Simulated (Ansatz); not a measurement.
System: Li, space group Im-3m (No. 229) (one of a set of cubic test structures, which need not be the stable phase).

How it was computed, with Ansatz 0.2.0 development build: equation of state of a cubic crystal from periodic Kohn-Sham density functional theory without spin, third-order Birch-Murnaghan fit to the free energies; pressure corrected for the finite basis. Level: r2SCAN.

- structure type: bcc
- atoms in cell: 1
- space group number: 229
- lattice centring: body-centred primitive
- k mesh: 14×14×14
- occupation method: Fermi–Dirac
- occupation width: 0.1 eV
- wave cutoff: 700 eV
- datasets: hard PAW
- density tolerance: 1e−09 eV
- bands: 6
- density cutoff ratio: 4
- search for lower states: default
- xc grid level: 2

Describe the result: the energy above the lowest point and pressure against volume. The volume takes the values 18.64, 19.25, 19.86, 20.47, 21.08 Å³/atom.

A third-order Birch–Murnaghan fit gives V0 = 21.07 Å³/atom, B0 = 13 GPa and B′ = 3.4. The energy above the lowest point falls from 13.5 meV/atom at volume 18.64 Å³/atom to 0.0 meV/atom at 21.08 Å³/atom. The pressure falls from 1.946 GPa at volume 18.64 Å³/atom to 0.000 GPa at 21.08 Å³/atom.

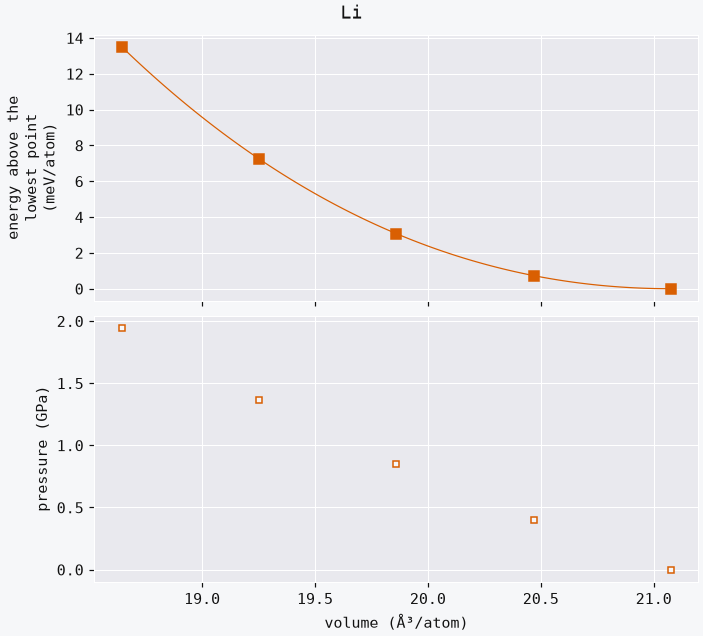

Caveats: pseudopotentials made with PBE, not this functional.
